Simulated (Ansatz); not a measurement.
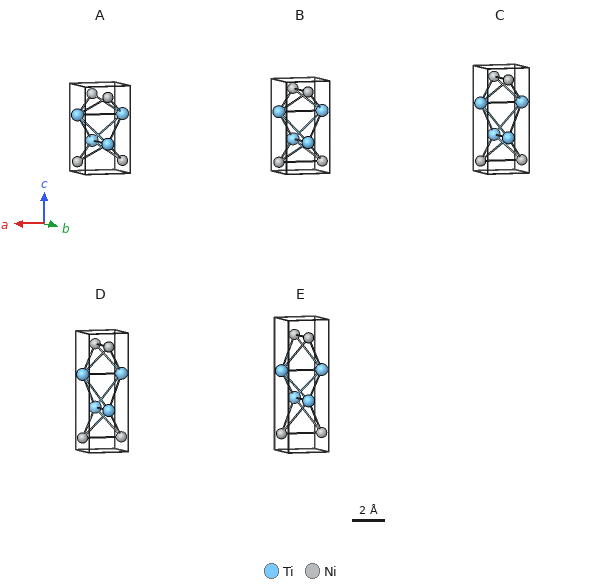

5 geometries from one relaxation of a crystal of TiNi (a generated structure, set up in P4/nmm) (coarse preliminary run), in shuffled order. The picture is a ball-and-stick view of the cell of the calculation, seen from a free direction.

Case: Cd → Ni on all its sites, cell and atoms relaxed.

Computed with DFT PBEsol, scalar-relativistic, plane waves, PAW in Ansatz. Settings: plane-wave cutoff 420 eV; k-point mesh 8 × 8 × 4; occupations gaussian; smearing width 0.1 eV; collinear spin; cell and atoms relaxed; force threshold 0.05 eV/Å; at most 60 steps.

**Order the frames from highest to lowest energy.**

E, D, C, B, A. They are steps 0, 3, 6, 8, 15, at +611 meV per atom, +204 meV per atom, +126 meV per atom, +32.7 meV per atom relative to the last. The largest moves relative to the cell, 0.29 Å, are those of Ti atoms. Largest moves by element: Ti 0.29 Å, Ni 0.04 Å. The drawn cell changes as follows: a = b 2.727 → 3.056 Å (+12.1 %), c 8.503 → 5.624 Å (−33.9 %); the volume changes by −17.0 %. Near-neighbour distances that change, for instance: Ni–Ti 4.454 → 2.617 Å, Ni–Ti 2.914 → 2.473 Å, Ni–Ni 2.978 → 2.583 Å, Ti–Ti 2.727 → 3.056 Å. New bonds form, among them: Ni–Ti (4.45 → 2.62 Å). The space group stays P4/nmm (No. 129). After 13 accepted moves (15 points after the start) the energy has fallen by 611 meV per atom. Largest force component: 2.3 eV/Å at the start, 0.012 eV/Å at the end. Pressure: −13.12 GPa at the start and 0.14 GPa at the end. The SCF was repeated twice at an unchanged geometry on a basis and grid sized afresh for the cell, which shifted the energy by 5.4 meV per atom at most. The program noted that the starting moments weren't kept. The run may lie on a higher electronic state than the lowest, so the end point isn't shown to be the ground-state structure. Cost: 4.4 min on 1 thread of Intel(R) Xeon(R) Platinum 8488C (Sapphire Rapids), with other jobs on the host, peak memory 0.54 GiB.
